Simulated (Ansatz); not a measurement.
# Si: what the fields show

Input file:

```
crystal:
  lattice:
    - [2.71547, -2.71547, 0.0]
    - [2.71547, 0.0, -2.71547]
    - [6.788675, 4.073205, 5.43094]
  atoms:
    - { symbol: Si, position: [0.39585, 0.6666666667, 0.5416333333] }
    - { symbol: Si, position: [0.89585, 0.0, 0.2083] }
    - { symbol: Si, position: [-0.10415, 0.3333333333, 0.8749666667] }
    - { symbol: Si, position: [0.27085, 0.6666666667, 0.7916333333] }
    - { symbol: Si, position: [0.77085, 1.0, 0.4583] }
    - { symbol: Si, position: [0.27085, 0.3333333333, 0.1249666667] }
basis:
  ecutwfc: 500
kpoints:
  mp_grid: { grid: [8, 8, 3] }
hamiltonian:
  xc: r2scan
scf:
  occupations: { method: gaussian, width: 0.05 }
output:
  forces: true
  stress: true
  eigenvalues: true
  write_density: true
  write_potential: true
  elf: true
  volumetric_format: npy
```

Run with:

```sh
ansatz run input.yaml --threads 2 --pin off --max-ram 5120MiB --backend cpu --events-out ev --progress --plain --runs-dir out
```

Below, planes, directions and counts refer to the conventional cell (a = 6.65 Å, b = 3.84 Å, c = 9.98 Å, α = 90.00°, β = 109.47°, γ = 90.00°).

Space group C2/m; not relaxed (largest force 0.4 eV/Å).

These are results of DFT r2SCAN, scalar-relativistic, plane waves, PAW (Ansatz 0.2.0), not measurements.

The density is the valence pseudo-density of a PAW calculation; it isn't the true density close to the nuclei.

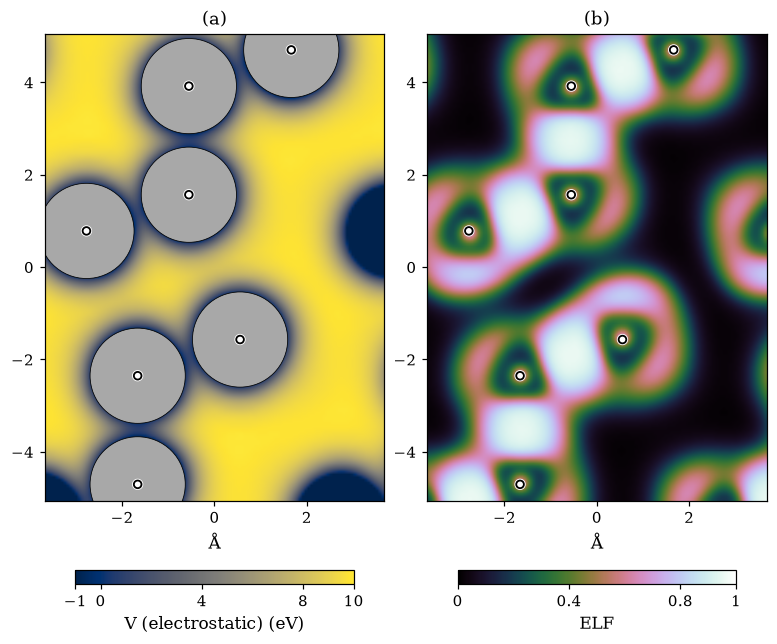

Figure 1. (a) electrostatic potential (local pseudopotential plus Hartree) felt by an electron; (b) ELF on the (010) plane of the conventional cell. Circles mark the nuclei in the plane (Si). Grey discs cover the atomic cores in the potential map.

Interpret the plot.

- Atoms in the plane: Si.
- Si–Si (2.35 Å): the ELF peaks at about 0.95 between the atoms.
- Outside the cores the potential energy rises away from the atoms and is highest about 2.3 Å from the nearest atoms; its zero is arbitrary.

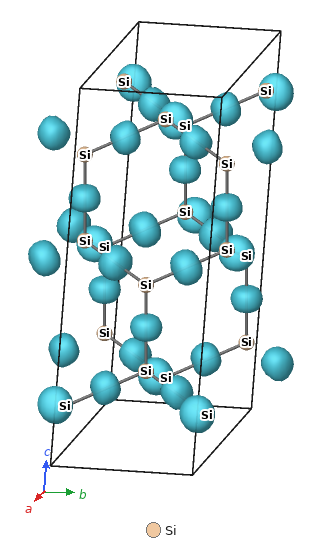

Figure 2. Isosurface of the ELF at 0.9 (cyan), seen slightly off an axis. Only the valence region is drawn (cores and ρ < 0.01 e/Å³ removed). Sticks mark near contacts.

Where are the electrons localised?

At this value the surface marks out 22 regions between bonded Si–Si atoms, counted in one cell of 12 atoms. Any copies at cell faces, edges or corners count once.

Does the calculation give a band gap?

It is metallic or semimetallic at this level of theory: no gap opens.
